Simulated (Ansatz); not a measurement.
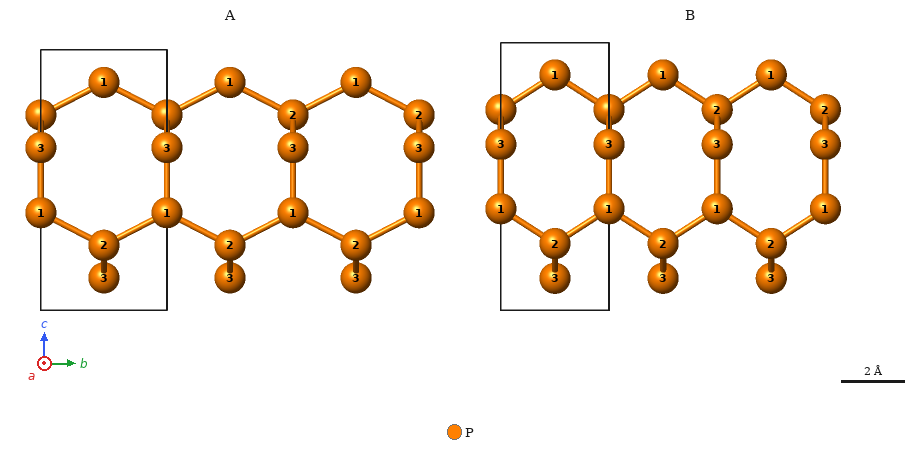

Two geometries of a crystal of P (a generated structure, set up in I-4m2) (coarse preliminary run), drawn at one scale. One is the start of a relaxation, the other its converged end. A ball-and-stick model of the conventional cell (2 times the calculation's cell), repeated 1 × 3 × 1 with one cell outlined, seen along the a axis. Lengths and directions refer to the drawn axes.

All numbers below come from DFT PBE, scalar-relativistic, plane waves, PAW (Ansatz). (plane-wave cutoff 420 eV; k-point mesh 8 × 8 × 8; occupations gaussian; smearing width 0.1 eV; no spin polarisation; cell and atoms relaxed; force threshold 0.04 eV/Å; at most 70 steps)

> Which one is relaxed?

Structure A is the relaxed one. Over 6 accepted moves (8 points after the start) the energy falls by 361 meV per atom. Largest force component: 1.2 eV/Å at the start, 0.02 eV/Å at the end. Pressure: 24.17 GPa at the start and 0.02 GPa at the end. The SCF was repeated twice at an unchanged geometry on a basis and grid sized afresh for the cell, which shifted the energy by 11.0 meV per atom at most. The largest moves relative to the cell, 0.041 Å, are those of P1 and P3. P3 goes along +c. Cell: a = b 3.456 → 4.029 Å (+16.6 %), c 8.553 → 8.327 Å (−2.6 %). Volume +32.3 %. Some distances before and after: P1–P2 2.054 → 2.267 Å, P1–P3 2.054 → 2.082 Å. Among the angles between lasting bonds that change: P2–P1–P2 114.5° → 125.3°, P2–P1–P3 122.7° → 117.3°, P1–P2–P3 107.0° → 102.2°. The space group stays I-4m2 (No. 119). The run took 51 s on 1 thread of Arm Neoverse V1, with other jobs on the host, peak memory 0.35 GiB.
